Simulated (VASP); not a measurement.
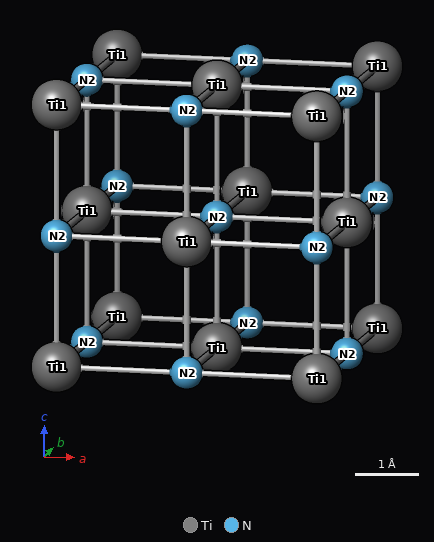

The structure (ball-and-stick view of the cell 4 times as large as that of the calculation, set on its symmetry axes, seen slightly off an axis; atoms are numbered from 1 in the order of the input). An atom can appear more than once, as a periodic image. Near neighbours in the periodic cell (some may lie outside the picture): Ti has 6 N at 2.12 Å; N has 6 Ti at 2.12 Å.

**Band-structure run, with input and output: TiN**

- system: TiN (Fm-3m, 2 atoms in the cell)
- method: Kohn-Sham DFT of a periodic cell, PBE, VASP PAW PBE potentials, recommended, no spin polarisation (VASP 6.6.1)

The structure derives from an entry of the Crystallography Open Database.

## OSZICAR
```
N       E                     dE             d eps       ncg     rms          rms(c)
DAV:   1     0.132328941202E+03    0.13233E+03   -0.83382E+03  2328   0.127E+03
DAV:   2    -0.168007814677E+02   -0.14913E+03   -0.14051E+03  2544   0.347E+02
DAV:   3    -0.246250264147E+02   -0.78242E+01   -0.77284E+01  2952   0.816E+01
DAV:   4    -0.248155129698E+02   -0.19049E+00   -0.19039E+00  2768   0.121E+01
DAV:   5    -0.248194821556E+02   -0.39692E-02   -0.39691E-02  2744   0.155E+00    0.183E+01
DAV:   6    -0.200300867416E+02    0.47894E+01   -0.13078E+01  3008   0.534E+01    0.687E+00
DAV:   7    -0.196793183384E+02    0.35077E+00   -0.16226E+00  2744   0.161E+01    0.502E+00
DAV:   8    -0.199227351238E+02   -0.24342E+00   -0.11252E+00  3032   0.156E+01    0.623E+00
DAV:   9    -0.196480339195E+02    0.27470E+00   -0.37316E-01  2624   0.951E+00    0.155E+00
DAV:  10    -0.196404525557E+02    0.75814E-02   -0.33360E-02  2768   0.209E+00    0.406E-01
DAV:  11    -0.196376868355E+02    0.27657E-02   -0.42994E-03  3352   0.823E-01    0.126E-01
DAV:  12    -0.196376862764E+02    0.55913E-06   -0.34041E-04  2480   0.169E-01    0.401E-02
DAV:  13    -0.196376869432E+02   -0.66681E-06   -0.43491E-05  2816   0.946E-02    0.144E-02
DAV:  14    -0.196376856043E+02    0.13389E-05   -0.49632E-06  2720   0.287E-02    0.118E-02
DAV:  15    -0.196376852375E+02    0.36681E-06   -0.13140E-06  2920   0.133E-02    0.406E-03
DAV:  16    -0.196376852101E+02    0.27344E-07   -0.11584E-07  2024   0.474E-03
   1 F= -.19637685E+02 E0= -.19637480E+02  d E =-.409973E-03
       N       E                     dE             ncg
DAV:   1    -0.341267894968E+04   -0.43097E+05     2304
DAV:   2    -0.132463864911E+05   -0.98337E+04     2536
DAV:   3    -0.137526856102E+05   -0.50630E+03     3080
DAV:   4    -0.137616624955E+05   -0.89769E+01     2592
DAV:   5    -0.137618444986E+05   -0.18200E+00     2688
DAV:   6    -0.137618488431E+05   -0.43445E-02     2784
DAV:   7    -0.137618489776E+05   -0.13450E-03     2848
DAV:   8    -0.137618489823E+05   -0.46384E-05     2824
DAV:   9    -0.137618489824E+05   -0.15629E-06     2184
DAV:  10    -0.137618489824E+05   -0.10570E-07     1624
       N       E                     dE             ncg
DAV:   1    -0.406905936386E+04   -0.58822E+05     2328
DAV:   2    -0.136897299978E+05   -0.96207E+04     2648
DAV:   3    -0.141516952469E+05   -0.46197E+03     2952
DAV:   4    -0.141595974387E+05   -0.79022E+01     2880
DAV:   5    -0.141597275234E+05   -0.13008E+00     2648
DAV:   6    -0.141597302393E+05   -0.27159E-02     2792
DAV:   7    -0.141597303102E+05   -0.70973E-04     2816
DAV:   8    -0.141597303123E+05   -0.20390E-05     2808
DAV:   9    -0.141597303123E+05   -0.56038E-07     2168
       N       E                     dE             ncg
DAV:   1     0.508100948405E+05   -0.54586E+04      200
DAV:   2     0.500640516272E+05   -0.74604E+03      240
DAV:   3     0.500313222319E+05   -0.32729E+02      232
DAV:   4     0.500308703346E+05   -0.45190E+00      216
DAV:   5     0.500308640745E+05   -0.62602E-02      232
DAV:   6     0.500308639433E+05   -0.13112E-03      240
DAV:   7     0.500308639399E+05   -0.33907E-05      240
DAV:   8     0.500308639399E+05   -0.95642E-07      240
```

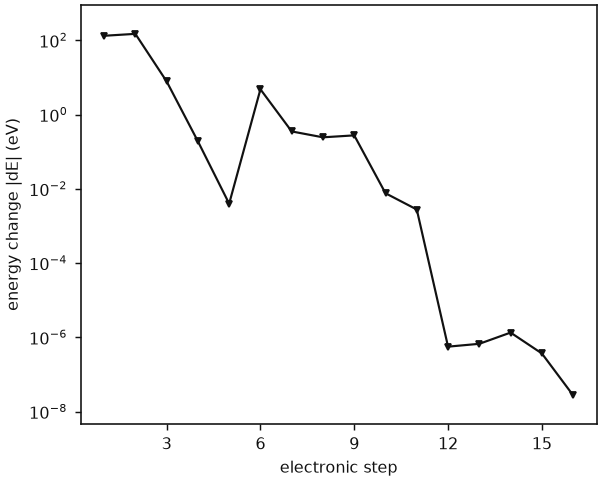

Convergence of the self-consistent field: energy change |dE| against the electronic step. It takes 16 electronic steps. The density is held fixed in the first few steps, and dE rises again when its update begins.

## Parts of OUTCAR
```
SYSTEM = TiN
   PREC = Accurate
   ENCUT = 520
   EDIFF = 1E-7
   ISMEAR = 0
   LREAL = .FALSE.
   LASPH = .TRUE.
   NELM = 60
   ISIF = 2
   GGA = PE

 ion  position               nearest neighbor table
   1  0.000  0.000  0.000-   2 2.12   2 2.12   2 2.12   2 2.12   2 2.12   2 2.12
   2  0.500  0.500  0.500-   1 2.12   1 2.12   1 2.12   1 2.12   1 2.12   1 2.12

  LATTYP: Found a face centered cubic cell.
 ALAT       =     4.2492728898

  Lattice vectors:

 A1 = (   0.0000000000,   2.1246364449,   2.1246364449)
 A2 = (   2.1246364449,   0.0000000000,   2.1246364449)
 A3 = (   2.1246364449,   2.1246364449,   0.0000000000)

Analysis of symmetry for initial positions (statically):
=====================================================================
 Subroutine PRICEL returns:
 Original cell was already a primitive cell.

 Routine SETGRP: Setting up the symmetry group for a
 face centered cubic supercell.

 Subroutine GETGRP returns: Found 48 space group operations
 (whereof 48 operations were pure point group operations)
 out of a pool of 48 trial point group operations.

The static configuration has the point symmetry O_h .

Analysis of symmetry for dynamics (positions and initial velocities):
=====================================================================
 Subroutine PRICEL returns:
 Original cell was already a primitive cell.

 Routine SETGRP: Setting up the symmetry group for a
 face centered cubic supercell.

 Subroutine GETGRP returns: Found 48 space group operations
 (whereof 48 operations were pure point group operations)
 out of a pool of 48 trial point group operations.

The dynamic configuration has the point symmetry O_h .

 Subroutine INISYM returns: Found 48 space group operations
 (whereof 48 operations are pure point group operations),
 and found     1 'primitive' translations

----------------------------------------------------------------------------------------

                                     Primitive cell

  volume of cell :      19.1816

  direct lattice vectors                    reciprocal lattice vectors
     0.000000000  2.124636445  2.124636445    -0.235334380  0.235334380  0.235334380
     2.124636445  0.000000000  2.124636445     0.235334380 -0.235334380  0.235334380
     2.124636445  2.124636445  0.000000000     0.235334380  0.235334380 -0.235334380

  length of vectors
     3.004689675  3.004689675  3.004689675     0.407611103  0.407611103  0.407611103

  position of ions in fractional coordinates (direct lattice)
     0.000000000  0.000000000  0.000000000
     0.500000000  0.500000000  0.500000000

  ion indices of the primitive-cell ions
   primitive index   ion index
                 1           1
                 2           2

----------------------------------------------------------------------------------------

 KPOINTS: Automatic mesh

Automatic generation of k-mesh.
 Grid dimensions read from file:
 generate k-points for:   12   12   12

 Generating k-lattice:

  Cartesian coordinates                     Fractional coordinates (reciprocal lattice)
    -0.019611198  0.019611198  0.019611198     0.083333333  0.000000000  0.000000000
     0.019611198 -0.019611198  0.019611198     0.000000000  0.083333333  0.000000000
     0.019611198  0.019611198 -0.019611198     0.000000000  0.000000000  0.083333333

  Length of vectors
     0.033967592  0.033967592  0.033967592

  Shift w.r.t. Gamma in fractional coordinates (k-lattice)
     0.000000000  0.000000000  0.000000000

 Subroutine IBZKPT returns following result:
 ===========================================

 Found     72 irreducible k-points:

 Following reciprocal coordinates:
            Coordinates               Weight
  0.000000  0.000000  0.000000      1.000000
  0.083333  0.000000  0.000000      8.000000
  0.166667  0.000000  0.000000      8.000000
  0.250000  0.000000  0.000000      8.000000
  0.333333  0.000000  0.000000      8.000000
  0.416667  0.000000  0.000000      8.000000
  0.500000  0.000000  0.000000      4.000000
  0.083333  0.083333  0.000000      6.000000
  0.166667  0.083333  0.000000     24.000000
  0.250000  0.083333  0.000000     24.000000
  0.333333  0.083333  0.000000     24.000000
  0.416667  0.083333  0.000000     24.000000
  0.500000  0.083333  0.000000     24.000000
 -0.416667  0.083333  0.000000     24.000000
 -0.333333  0.083333  0.000000     24.000000
 -0.250000  0.083333  0.000000     24.000000
 -0.166667  0.083333  0.000000     24.000000
 -0.083333  0.083333  0.000000     12.000000
  0.166667  0.166667  0.000000      6.000000
  0.250000  0.166667  0.000000     24.000000
  0.333333  0.166667  0.000000     24.000000
  0.416667  0.166667  0.000000     24.000000
  0.500000  0.166667  0.000000     24.000000
 -0.416667  0.166667  0.000000     24.000000
 [... further k-points ...]
   k-points           NKPTS =     72   k-points in BZ     NKDIM =     72   number of bands    NBANDS=     16
   number of dos      NEDOS =    301   number of ions     NIONS =      2
   total plane-waves  NPLWV =  13824
   dimension x,y,z NGX =    24 NGY =   24 NGZ =   24
   dimension x,y,z NGXF=    48 NGYF=   48 NGZF=   48
   ions per type =               1   1
   NGX,Y,Z   is equivalent  to a cutoff of  13.28, 13.28, 13.28 a.u.
   NGXF,Y,Z  is equivalent  to a cutoff of  26.56, 26.56, 26.56 a.u.
 SYSTEM =  TiN
   PREC   = accura    normal or accurate (medium, high low for compatibility)
   ISTART =      0    job   : 0-new  1-cont  2-samecut
   ICHARG =      2    charge: 1-file 2-atom 10-const
   ISPIN  =      1    spin polarized calculation?
   LNONCOLLINEAR =      F non collinear calculations
   LSORBIT =      F    spin-orbit coupling
   LASPH  =      T    aspherical Exc in radial PAW
   ENCUT  =  520.0 eV  38.22 Ry    6.18 a.u.   5.59  5.59  5.59*2*pi/ulx,y,z
   NELM   =     60;   NELMIN=  2; NELMDL= -5     # of ELM steps
   EDIFF  = 0.1E-06   stopping-criterion for ELM
   LREAL  =      F    real-space projection
   EDIFFG = 0.1E-05   stopping-criterion for IOM
   NSW    =      0    number of steps for IOM
   IBRION =     -1    ionic relax: 0-MD 1-quasi-New 2-CG
   NFREE  =      0    steps in history (QN), initial steepest desc. (CG)
   ISIF   =      2    stress and relaxation
   ISYM   =      2    0-nonsym 1-usesym 2-fastsym
   POTIM  = 0.5000    time-step for ionic-motion
   TEBEG  =    0.0;   TEEND  =   0.0 temperature during run
   PSTRESS=    0.0 pullay stress
   NELECT =      17.0000    total number of electrons
   NUPDOWN=      -1.0000    fix difference up-down
   EMIN   =  10.00;   EMAX   =-10.00  energy-range for DOS
   EFERMI =   0.00;   METHOD = LEGACY
   ISMEAR =     0;   SIGMA  =   0.02  broadening in eV -4-tet -1-fermi 0-gaus
   EFERMI_NEDOS =   21; number of points for ismear=-14 and -15
   IALGO  =     38    algorithm
   IMIX   =      4    mixing-type and parameters
     AMIX     =   0.40;   BMIX     =  1.00
     AMIX_MAG =   1.60;   BMIX_MAG =  1.00
  volume/ion in A,a.u.               =       9.59        64.72
  Fermi-wavevector in a.u.,A,eV,Ry     =   1.572521  2.971634 33.644799  2.472823
  Thomas-Fermi vector in A             =   2.673943
   LORBIT       =      0    0 simple, 1 ext, 2 COOP (PROOUT), +10 PAW based schemes
   GGA     = PE    functional components
   LHFCALC =     F    Hartree Fock is set to
   AEXX    =    0.0000 exact exchange contribution
   IVDW    =     0    specifies the selected vdW correction
   LEPSILON=     F    determine dielectric tensor
   LRPA    =     F    only Hartree local field effects (RPA)
 non-spin polarized calculation
 Gauss-broadening in eV      SIGMA  =   0.02
  energy-cutoff  :      520.00
  volume of cell :       19.18
 maximum number of plane-waves:       533
 NGX is ok and might be reduce to    24
   NGX = 11   NGY = 11   NGZ = 11

 number of electron      17.0000002 magnetization

 Free energy of the ion-electron system (eV)
  ---------------------------------------------------
  ext. energy  EPLUGINS =         0.00000000
  ---------------------------------------------------
  free energy    TOTEN  =       -19.63768521 eV

  energy without entropy =      -19.63727524  energy(sigma->0) =      -19.63748022

 E-fermi :  11.3216     XC(G=0): -12.9911     alpha+bet :-19.1745

 val. band max:       11.3165175404   @ k =   0.5000   0.2500   0.0833
 cond. band min:      11.3267104524   @ k =   0.1667   0.0000   0.0000
 fundamental gap:      0.0101929120
 Fermi energy:        11.3215510708

 k-point     1 :       0.0000    0.0000    0.0000
  band No.  band energies     occupation
      1     -46.5088      2.00000
      2     -22.4917      2.00000
      3     -22.4917      2.00000
      4     -22.4917      2.00000
      5      -5.6925      2.00000
      6       9.3402      2.00000
      7       9.3402      2.00000
      8       9.3402      2.00000
      9      10.7628      2.00000
     10      10.7628      2.00000
     11      10.7628      2.00000
     12      11.9440      0.00000
     13      11.9440      0.00000
     14      16.7230      0.00000
     15      24.5324      0.00000
     16      31.0448      0.00000

 k-point     2 :       0.0833    0.0000    0.0000
  band No.  band energies     occupation
      1     -46.5025      2.00000
      2     -22.5360      2.00000
      3     -22.4954      2.00000
      4     -22.4954      2.00000
      5      -5.5591      2.00000
      6       8.6163      2.00000
      7       8.8058      2.00000
      8       8.8058      2.00000
      9      10.9477      2.00000
     10      10.9477      2.00000
     11      11.1113      2.00000
     12      12.5168      0.00000
     13      12.5168      0.00000
     14      17.0891      0.00000
     15      24.6181      0.00000
     16      30.8562      0.00000

 k-point     3 :       0.1667    0.0000    0.0000
  band No.  band energies     occupation
      1     -46.4854      2.00000
      2     -22.6553      2.00000
      3     -22.5056      2.00000
      4     -22.5056      2.00000
      5      -5.1816      2.00000
      6       7.2730      2.00000
      7       7.9000      2.00000
      8       7.9000      2.00000
      9      11.3267      0.71524
     10      11.3267      0.71523
     11      11.5774      0.00000
     12      13.6765      0.00000
     13      13.6765      0.00000
     14      17.9304      0.00000
     15      24.5781      0.00000
     16      30.1419      0.00000

 k-point     4 :       0.2500    0.0000    0.0000
  band No.  band energies     occupation
      1     -46.4618      2.00000
      2     -22.8145      2.00000
      3     -22.5193      2.00000
      4     -22.5193      2.00000
      5      -4.6261      2.00000
      6       5.8527      2.00000
      7       7.0762      2.00000
      8       7.0762      2.00000
      9      11.8432      0.00000
     10      11.8432      0.00000
     11      12.0674      0.00000
     12      14.9115      0.00000
     13      14.9115      0.00000
     14      18.6531      0.00000
     15      24.2304      0.00000
     16      28.8498      0.00000

 k-point     5 :       0.3333    0.0000    0.0000
  band No.  band energies     occupation
      1     -46.4382      2.00000
      2     -22.9697      2.00000
      3     -22.5330      2.00000
      4     -22.5330      2.00000
      5      -4.0022      2.00000
      6       4.5878      2.00000
      7       6.4478      2.00000
      8       6.4478      2.00000
      9      12.4061      0.00000
     10      12.4061      0.00000
     11      12.6763      0.00000
     12      16.0008      0.00000
     13      16.0008      0.00000
     14      18.5971      0.00000
     15      24.2481      0.00000
     16      27.4077      0.00000

 [... the levels of 18 k-points are left out ...]

 k-point    24 :      -0.4167    0.1667    0.0000
  band No.  band energies     occupation
      1     -46.4053      2.00000
      2     -23.0534      2.00000
      3     -22.6560      2.00000
      4     -22.5687      2.00000
      5      -3.4531      2.00000
      6       3.9190      2.00000
      7       5.9667      2.00000
      8       6.1273      2.00000
      9      12.6187      0.00000
     10      12.9375      0.00000
     11      13.4507      0.00000
     12      15.7923      0.00000
     13      16.7557      0.00000
     14      19.4118      0.00000
     15      24.2868      0.00000
     16      25.3068      0.00000

 [... further k-points ...]

------------------------ aborting loop because EDIFF is reached ----------------------------------------

  FORCE on cell =-STRESS in cart. coord.  units (eV):
  Direction    XX          YY          ZZ          XY          YZ          ZX
  --------------------------------------------------------------------------------------
  -------------------------------------------------------------------------------------
  Total       -0.0033781     -0.0033781     -0.0033781      0.0000000     -0.0000000      0.0000000
  in kB       -0.2821626     -0.2821626     -0.2821626      0.0000000     -0.0000000      0.0000000
  external PRESSURE =      -0.2821626 kB  Pullay stress =       0.0000000 kB

 VOLUME and BASIS-vectors are now :
 -----------------------------------------------------------------------------
  energy-cutoff  :      520.00
  volume of cell :       19.18
      direct lattice vectors                 reciprocal lattice vectors
     0.000000000  2.124636445  2.124636445    -0.235334380  0.235334380  0.235334380
     2.124636445  0.000000000  2.124636445     0.235334380 -0.235334380  0.235334380
     2.124636445  2.124636445  0.000000000     0.235334380  0.235334380 -0.235334380

 POSITION                                       TOTAL-FORCE (eV/Angst)
 -----------------------------------------------------------------------------------
      0.00000      0.00000      0.00000        -0.000000      0.000000     -0.000000
      2.12464      2.12464      2.12464         0.000000      0.000000      0.000000
 -----------------------------------------------------------------------------------
    total drift:                                0.000000     -0.000000     -0.000000

  FREE ENERGIE OF THE ION-ELECTRON SYSTEM (eV)
  ---------------------------------------------------
  free  energy   TOTEN  =       -19.6376852101 eV

  energy  without entropy=      -19.6372752370  energy(sigma->0) =      -19.63748022
```

## CONTCAR
```
TiN
   1.00000000000000
     0.0000000000000000    2.1246364449000001    2.1246364449000001
     2.1246364449000001    0.0000000000000000    2.1246364449000001
     2.1246364449000001    2.1246364449000001    0.0000000000000000
  Ti              N
     1     1
Direct
     0.0000000000000000    0.0000000000000000    0.0000000000000000
     0.5000000000000000    0.5000000000000000    0.5000000000000000

  0.00000000E+00  0.00000000E+00  0.00000000E+00
  0.00000000E+00  0.00000000E+00  0.00000000E+00
```

This output came from the following input.

## INCAR
```
SYSTEM = TiN
PREC = Accurate ; ENCUT = 520
EDIFF = 1E-7 ; ISMEAR = 0
SIGMA = 0.02 ; LREAL = .FALSE.
LASPH = .TRUE. ; NELM = 60
ALGO = Normal ; ISIF = 2
LWAVE = .FALSE. ; LCHARG = .FALSE.
LMAXMIX = 4 ; GGA = PE
NBANDS = 16
```

## KPOINTS
```
Automatic mesh
0
G
  12 12 12
  0 0 0
```

## KPOINTS_OPT
```
path GXWKGLUWLK,UX
15
line-mode
reciprocal
 0.0000000000  0.0000000000  0.0000000000  G
 0.5000000000  0.0000000000  0.5000000000  X

 0.5000000000  0.0000000000  0.5000000000  X
 0.5000000000  0.2500000000  0.7500000000  W

 0.5000000000  0.2500000000  0.7500000000  W
 0.3750000000  0.3750000000  0.7500000000  K

 0.3750000000  0.3750000000  0.7500000000  K
 0.0000000000  0.0000000000  0.0000000000  G

 0.0000000000  0.0000000000  0.0000000000  G
 0.5000000000  0.5000000000  0.5000000000  L

 0.5000000000  0.5000000000  0.5000000000  L
 0.6250000000  0.2500000000  0.6250000000  U

 0.6250000000  0.2500000000  0.6250000000  U
 0.5000000000  0.2500000000  0.7500000000  W

 0.5000000000  0.2500000000  0.7500000000  W
 0.5000000000  0.5000000000  0.5000000000  L

 0.5000000000  0.5000000000  0.5000000000  L
 0.3750000000  0.3750000000  0.7500000000  K

 0.6250000000  0.2500000000  0.6250000000  U
 0.5000000000  0.0000000000  0.5000000000  X
```

## POSCAR
```
TiN                                     
1.0
    0.0000000000      2.1246364449      2.1246364449
    2.1246364449     -0.0000000000      2.1246364449
    2.1246364449      2.1246364449      0.0000000000
  Ti              N             
     1     1
Direct
     0.0000000000000000    0.0000000000000000    0.0000000000000000
     0.5000000000000000    0.5000000000000000    0.5000000000000000
```

Launch command:
```bash
cat potpaw_PBE.64/Ti_sv/POTCAR potpaw_PBE.64/N/POTCAR > POTCAR
mpirun -np 1 vasp_std > vasp.out
```

## Key numbers

| quantity | value |
| --- | --- |
| outcome | converged |
| space group (tolerance 0.01 Å) | Fm-3m (225) |
| electrons treated | 17 |
| free energy | −19.6377 eV |
| gap on the k-point mesh | none (metallic) |
| gap on the band path | 0.00 eV |
| pressure | −0.03 GPa |
| largest force (length of the vector) | under 0.001 eV/Å |
| hardware | 1 thread of Intel Xeon (Sapphire Rapids), 360 GiB of memory available, shared host |
| wall time | 31 s |
| peak memory | 0.16 GiB |

## Remarks

The cell holds an odd number of electrons but the run has no spin polarisation, so a band is left half filled.
